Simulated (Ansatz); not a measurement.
**Run report: GeSe, geometry relaxation (part 3 of 3)**

GeSe (slab, 16 atoms in the cell); DFT PBEsol, scalar-relativistic, plane waves, PAW, no spin polarisation (Ansatz 0.2.0); cutoff 420 eV, 9×8×1 k-mesh, Gaussian smearing of 0.05 eV. The structure derives from an entry of the Crystallography Open Database. It belongs to a series of runs on one base structure; here: (1 0 0) slab, atoms relaxed.

Geometry of the input (Å; fractional positions):
```
3.8544  0.0000  0.0000
0.0000  4.2673  0.0000
0.0000  0.0000  33.8678
Ge 0.7500  0.6069  0.2214
Se 0.2500  0.0062  0.2293
Se 0.7500  0.5062  0.2963
Ge 0.2500  0.1069  0.3041
Ge 0.7500  0.8931  0.3796
Se 0.2500  0.4938  0.3875
Se 0.7500  0.9938  0.4544
Ge 0.2500  0.3931  0.4623
Ge 0.7500  0.6069  0.5377
Se 0.2500  0.0062  0.5456
Se 0.7500  0.5062  0.6125
Ge 0.2500  0.1069  0.6204
Ge 0.7500  0.8931  0.6959
Se 0.2500  0.4938  0.7037
Se 0.7500  0.9938  0.7707
Ge 0.2500  0.3931  0.7786
```

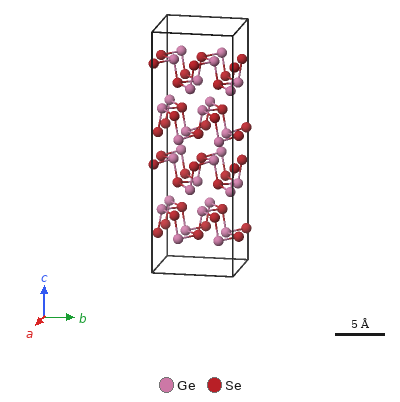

Figure 1. The geometry at step 3 of the log (ball-and-stick view of the 2 × 2 repeat of the cell, with the vacuum cut short, seen slightly off an axis).

### Output, continued
```
  k-point 2: bands = ["-43.6695", "-43.6694", "-43.6682", "-43.6681", "-43.6478", "-43.6477", "-43.6441", "-43.6440", "-43.6373", "-43.6372", "-43.6007", "-43.6005", "-43.5991", "-43.5989", "-43.5863", "-43.5862", "-43.5846", "-43.5845", "-43.5703", "-43.5699", "-43.5680", "-43.5676", "-43.5582", "-43.5580", "-43.5530", "-43.5529", "-43.5516", "-43.5515", "-43.5407", "-43.5406", "-43.5345", "-43.5342", "-43.5329", "-43.5326", "-43.5015", "-43.5012", "-43.4967", "-43.4965", "-43.4870", "-43.4867", "-20.5228", "-20.5226", "-20.5223", "-20.5222", "-20.4937", "-20.4936", "-20.4881", "-20.4867", "-20.4856", "-20.4842", "-20.4839", "-20.4837", "-20.4799", "-20.4798", "-20.4788", "-20.4788", "-20.4728", "-20.4727", "-20.4589", "-20.4582", "-20.4575", "-20.4515", "-20.4514", "-20.4403", "-20.4398", "-20.4386", "-20.4367", "-20.4361", "-20.4315", "-20.4314", "-20.4284", "-20.4281", "-20.4278", "-20.4275", "-20.4032", "-20.4030", "-20.3915", "-20.3913", "-20.3828", "-20.3826", "-10.2786", "-10.1853", "-10.0353", "-9.8904", "-9.1034", "-8.9394", "-8.7679", "-8.6256", "-4.7590", "-4.5028", "-4.1778", "-3.7839", "-3.2095", "-2.9632", "-2.6869", "-2.4059", "-0.9793", "-0.3532", "0.3994", "0.9007", "0.9904", "1.0198", "1.1066", "1.1936", "1.3524", "1.4626", "1.5630", "1.6966", "2.0808", "2.2951", "2.4885", "2.6040", "2.6224", "2.6529", "2.8997", "3.1346", "3.2741", "3.4673", "3.6495", "3.7260", "5.0867", "5.6699", "5.8417", "6.0766", "6.2079", "6.2714", "6.4190", "6.6238", "6.7302", "6.7685", "6.8858", "7.1686", "7.2821", "7.3176", "7.4083", "7.7531", "8.1188", "8.1327", "8.4343", "8.4449", "8.7473", "8.7669", "9.0068", "9.1502"]
  k-point 24: bands = ["-43.6697", "-43.6696", "-43.6678", "-43.6677", "-43.6478", "-43.6477", "-43.6442", "-43.6441", "-43.6372", "-43.6371", "-43.6007", "-43.6007", "-43.5986", "-43.5986", "-43.5864", "-43.5863", "-43.5842", "-43.5841", "-43.5701", "-43.5700", "-43.5679", "-43.5679", "-43.5580", "-43.5579", "-43.5529", "-43.5528", "-43.5517", "-43.5516", "-43.5406", "-43.5405", "-43.5346", "-43.5343", "-43.5325", "-43.5322", "-43.5015", "-43.5012", "-43.4968", "-43.4966", "-43.4868", "-43.4865", "-20.5298", "-20.5296", "-20.5150", "-20.5149", "-20.4929", "-20.4923", "-20.4921", "-20.4920", "-20.4868", "-20.4867", "-20.4860", "-20.4859", "-20.4788", "-20.4784", "-20.4731", "-20.4730", "-20.4714", "-20.4713", "-20.4602", "-20.4594", "-20.4517", "-20.4509", "-20.4485", "-20.4472", "-20.4431", "-20.4430", "-20.4343", "-20.4341", "-20.4336", "-20.4327", "-20.4290", "-20.4290", "-20.4209", "-20.4207", "-20.4013", "-20.4010", "-20.3944", "-20.3941", "-20.3809", "-20.3807", "-8.9038", "-8.9034", "-8.8214", "-8.7382", "-8.7337", "-8.7183", "-8.6720", "-8.6718", "-4.0692", "-4.0467", "-4.0266", "-3.7923", "-3.7707", "-3.7420", "-3.6773", "-3.6701", "-1.3995", "-1.3903", "-1.2147", "-1.1645", "-0.9833", "-0.9723", "-0.9059", "-0.8827", "-0.1277", "-0.0816", "-0.0650", "0.0057", "0.2386", "0.2448", "0.5653", "0.5931", "1.7698", "1.8441", "2.1467", "2.2485", "2.4694", "2.5423", "2.5730", "2.5916", "6.6088", "6.6299", "6.7160", "6.8472", "7.0757", "7.1304", "7.4405", "7.4835", "8.9652", "9.0050", "9.1455", "9.1900", "9.2251", "9.2881", "9.2948", "9.3255", "9.7031", "9.7371", "10.1236", "10.2383", "10.6312", "10.7513", "10.9279", "10.9282"]
--- Relaxed structure (5 steps of the walk, 5 accepted, 0 SCFs on fresh bases) ---
  F+E_penalty+E_count = -77425.01866080 eV   max|allowed force component| = 1.005e-2 eV/Å
  atoms:
    - { symbol: Ge, position: [0.7499999999999999, 0.5949179180156065, 0.22456142554056846] }
    - { symbol: Se, position: [0.24999999999999997, 0.004325025279465578, 0.22699162359576652] }
    - { symbol: Se, position: [0.7499999999999999, 0.5066223370440277, 0.2978824382108597] }
    - { symbol: Ge, position: [0.24999999999999997, 0.09915120696697945, 0.30142393748044377] }
    - { symbol: Ge, position: [0.7499999999999999, 0.8942680121685478, 0.3799793303449506] }
    - { symbol: Se, position: [0.24999999999999997, 0.4950172552585354, 0.38767407345706206] }
    - { symbol: Se, position: [0.7499999999999999, 0.9956413457651608, 0.454538802991179] }
    - { symbol: Ge, position: [0.24999999999999997, 0.39557931677567953, 0.4623511014109184] }
    - { symbol: Ge, position: [0.7499999999999999, 0.6044414088993764, 0.5376491480792569] }
    - { symbol: Se, position: [0.24999999999999997, 0.004370518088555971, 0.5454619773182129] }
    - { symbol: Se, position: [0.7499999999999999, 0.5049657503783123, 0.6123269925687945] }
    - { symbol: Ge, position: [0.24999999999999997, 0.10570508806258605, 0.6200206508613106] }
    - { symbol: Ge, position: [0.7499999999999999, 0.900840949600553, 0.698575392493392] }
    - { symbol: Se, position: [0.24999999999999997, 0.4933733276512129, 0.7021171431298041] }
    - { symbol: Se, position: [0.7499999999999999, 0.9956865566589492, 0.7730079952221047] }
    - { symbol: Ge, position: [0.24999999999999997, 0.4050939833864514, 0.775437967295375] }
```

### Trajectory as extended XYZ (Å, eV, eV/Å), 5 frames, from step=1 to step=5
```
16
Lattice="3.8544 0.0000 0.0000 0.0000 4.2673 0.0000 0.0000 0.0000 33.8678" Properties=species:S:1:pos:R:3:forces:R:3 step=1 energy=-77424.97209
Ge    2.8908    2.5900    7.5000    0.0000  -0.0620   0.3417
Se    0.9636    0.0264    7.7672    0.0000   0.0412  -0.0865
Se    2.8908    2.1601   10.0334    0.0000   0.0363  -0.1539
Ge    0.9636    0.4563   10.3005    0.0000  -0.0262  -0.0792
Ge    2.8908    3.8110   12.8557    0.0000  -0.0084  -0.0055
Se    0.9636    2.1072   13.1229    0.0000   0.0198   0.0016
Se    2.8908    4.2409   15.3891    0.0000   0.0040  -0.0035
Ge    0.9636    1.6773   15.6563    0.0000  -0.0054  -0.0011
Ge    2.8908    2.5900   18.2115    0.0000   0.0054   0.0007
Se    0.9636    0.0264   18.4786    0.0000  -0.0039   0.0039
Se    2.8908    2.1601   20.7449    0.0000  -0.0199  -0.0011
Ge    0.9636    0.4563   21.0120    0.0000   0.0084   0.0051
Ge    2.8908    3.8110   23.5672    0.0000   0.0262   0.0789
Se    0.9636    2.1072   23.8344    0.0000  -0.0364   0.1541
Se    2.8908    4.2409   26.1006    0.0000  -0.0412   0.0867
Ge    0.9636    1.6773   26.3678    0.0000   0.0620  -0.3418
16
Lattice="3.8544 0.0000 0.0000 0.0000 4.2673 0.0000 0.0000 0.0000 33.8678" Properties=species:S:1:pos:R:3:forces:R:3 step=2 energy=-77425.00475
Ge    2.8908    2.5622    7.6300    0.0000  -0.0661  -0.0263
Se    0.9636    0.0210    7.7637    0.0000   0.0070   0.0218
Se    2.8908    2.1318   10.1089    0.0000   0.1019   0.0233
Ge    0.9636    0.4176   10.2980    0.0000  -0.0218  -0.0965
Ge    2.8908    3.8317   12.8451    0.0000  -0.0188   0.0516
Se    0.9636    2.1315   13.1160    0.0000  -0.0232   0.0589
Se    2.8908    4.2566   15.3791    0.0000  -0.0027  -0.0061
Ge    0.9636    1.6919   15.6480    0.0000   0.0084   0.0072
Ge    2.8908    2.5754   18.2197    0.0000  -0.0083  -0.0065
Se    0.9636    0.0107   18.4887    0.0000   0.0026   0.0055
Se    2.8908    2.1359   20.7518    0.0000   0.0232  -0.0594
Ge    0.9636    0.4357   21.0226    0.0000   0.0187  -0.0509
Ge    2.8908    3.8498   23.5698    0.0000   0.0217   0.0970
Se    0.9636    2.1356   23.7590    0.0000  -0.1019  -0.0238
Se    2.8908    4.2463   26.1042    0.0000  -0.0070  -0.0222
Ge    0.9636    1.7051   26.2378    0.0000   0.0662   0.0266
16
Lattice="3.8544 0.0000 0.0000 0.0000 4.2673 0.0000 0.0000 0.0000 33.8678" Properties=species:S:1:pos:R:3:forces:R:3 step=3 energy=-77425.00739
Ge    2.8908    2.5553    7.6261    0.0000  -0.0278  -0.1195
Se    0.9636    0.0255    7.7075    0.0000   0.0309   0.0322
Se    2.8908    2.1639   10.0924    0.0000   0.0457   0.1534
Ge    0.9636    0.4380   10.2342    0.0000  -0.0543  -0.0247
Ge    2.8908    3.8026   12.9032    0.0000   0.0147  -0.0018
Se    0.9636    2.1039   13.1788    0.0000  -0.0058  -0.0750
Se    2.8908    4.2385   15.4335    0.0000   0.0228  -0.0898
Ge    0.9636    1.6728   15.7083    0.0000  -0.0074  -0.0203
Ge    2.8908    2.5945   18.1595    0.0000   0.0075   0.0208
Se    0.9636    0.0288   18.4344    0.0000  -0.0229   0.0894
Se    2.8908    2.1634   20.6891    0.0000   0.0059   0.0745
Ge    0.9636    0.4647   20.9646    0.0000  -0.0147   0.0022
Ge    2.8908    3.8294   23.6335    0.0000   0.0542   0.0251
Se    0.9636    2.1034   23.7753    0.0000  -0.0455  -0.1536
Se    2.8908    4.2418   26.1602    0.0000  -0.0310  -0.0325
Ge    0.9636    1.7121   26.2417    0.0000   0.0278   0.1197
16
Lattice="3.8544 0.0000 0.0000 0.0000 4.2673 0.0000 0.0000 0.0000 33.8678" Properties=species:S:1:pos:R:3:forces:R:3 step=4 energy=-77425.01757
Ge    2.8908    2.5450    7.6148    0.0000   0.0090  -0.0080
Se    0.9636    0.0292    7.6990    0.0000  -0.0271  -0.0429
Se    2.8908    2.1602   10.0961    0.0000  -0.0096   0.0110
Ge    0.9636    0.4134   10.2129    0.0000   0.0292   0.0315
Ge    2.8908    3.8243   12.8814    0.0000  -0.0204  -0.0117
Se    0.9636    2.1141   13.1344    0.0000   0.0117  -0.0067
Se    2.8908    4.2469   15.4035    0.0000   0.0098  -0.0059
Ge    0.9636    1.6877   15.6615    0.0000  -0.0015   0.0030
Ge    2.8908    2.5795   18.2062    0.0000   0.0017  -0.0035
Se    0.9636    0.0203   18.4642    0.0000  -0.0096   0.0064
Se    2.8908    2.1533   20.7333    0.0000  -0.0119   0.0074
Ge    0.9636    0.4431   20.9863    0.0000   0.0201   0.0112
Ge    2.8908    3.8540   23.6550    0.0000  -0.0293  -0.0319
Se    0.9636    2.1072   23.7717    0.0000   0.0095  -0.0109
Se    2.8908    4.2381   26.1688    0.0000   0.0274   0.0433
Ge    0.9636    1.7223   26.2531    0.0000  -0.0090   0.0078
16
Lattice="3.8544 0.0000 0.0000 0.0000 4.2673 0.0000 0.0000 0.0000 33.8678" Properties=species:S:1:pos:R:3:forces:R:3 step=5 energy=-77425.01866
Ge    2.8908    2.5387    7.6054    0.0000   0.0065  -0.0066
Se    0.9636    0.0185    7.6877    0.0000   0.0035  -0.0089
Se    2.8908    2.1619   10.0886    0.0000  -0.0015   0.0044
Ge    0.9636    0.4231   10.2086    0.0000  -0.0100   0.0067
Ge    2.8908    3.8161   12.8691    0.0000   0.0081   0.0004
Se    0.9636    2.1124   13.1297    0.0000  -0.0035  -0.0014
Se    2.8908    4.2487   15.3942    0.0000   0.0016   0.0006
Ge    0.9636    1.6881   15.6588    0.0000  -0.0081  -0.0005
Ge    2.8908    2.5794   18.2090    0.0000   0.0078   0.0006
Se    0.9636    0.0186   18.4736    0.0000  -0.0016  -0.0007
Se    2.8908    2.1549   20.7382    0.0000   0.0035   0.0013
Ge    0.9636    0.4511   20.9987    0.0000  -0.0078  -0.0003
Ge    2.8908    3.8442   23.6592    0.0000   0.0101  -0.0066
Se    0.9636    2.1054   23.7791    0.0000   0.0016  -0.0044
Se    2.8908    4.2489   26.1801    0.0000  -0.0036   0.0088
Ge    0.9636    1.7287   26.2624    0.0000  -0.0066   0.0067
```

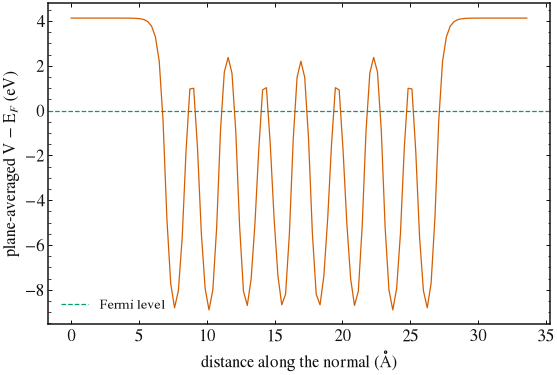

Figure 2. Plane average of the electrostatic potential energy of an electron across the cell, from the Fermi level. The vacuum level lies 4.13 eV above the Fermi level.

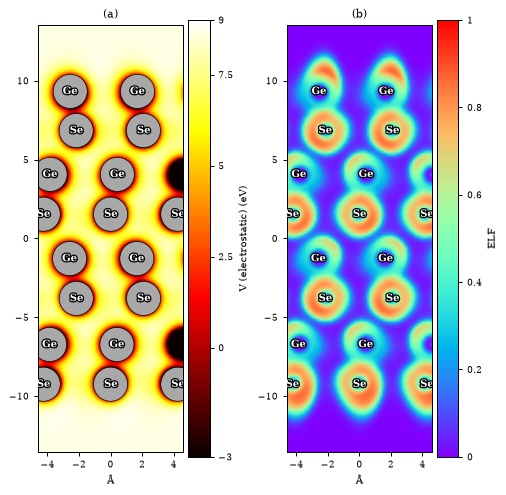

Figure 3. (a) electrostatic potential energy of an electron; (b) ELF on the (100) plane of the calculation cell, a cut from vacuum to vacuum. Grey discs, where drawn, cover atomic cores. Ge–Se (2.51 Å): the ELF is about 0.70 at the midpoint. Ge–Se (2.55 Å): the ELF is about 0.70 at the midpoint. The fields are those of the smooth PAW valence density.

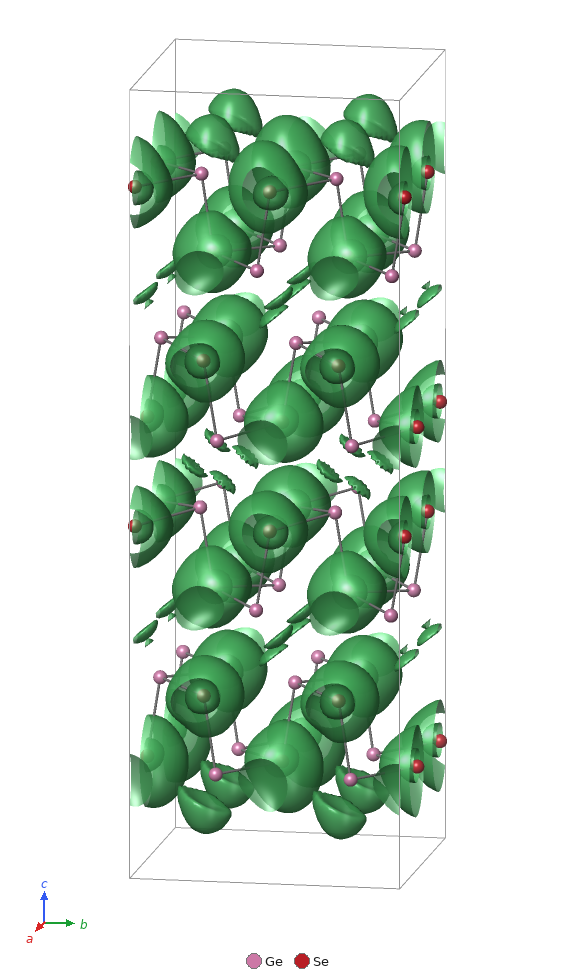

Figure 4. Isosurface of the ELF at 0.65 (green), seen slightly off an axis. Only the valence region is drawn (cores and ρ < 0.01 e/Å³ removed). Sticks mark near contacts. Profiles from the grid: Ge–Se (2.51 Å): the ELF is about 0.70 at the midpoint. Ge–Se (2.55 Å): the ELF is about 0.70 at the midpoint.

### Summary

```json
{"quantity": "outcome", "value": "converged"}
{"quantity": "electrons treated", "value": "240"}
{"quantity": "free energy", "value": "−77425.0187 eV"}
{"quantity": "work function, top face", "value": "4.13 eV"}
{"quantity": "work function, bottom face", "value": "4.13 eV"}
{"quantity": "Fermi energy", "value": "4.531 eV"}
{"quantity": "gap on the k-point mesh", "value": "0.66 eV"}
{"quantity": "final volume", "value": "557.05 Å³"}
{"quantity": "work function (upper face)", "value": "4.13 eV"}
{"quantity": "largest force (length of the vector) at the end", "value": "0.012 eV/Å"}
{"quantity": "wall time", "value": "16 min (CPU time 32 min)"}
{"quantity": "peak memory", "value": "2.1 GiB"}
```
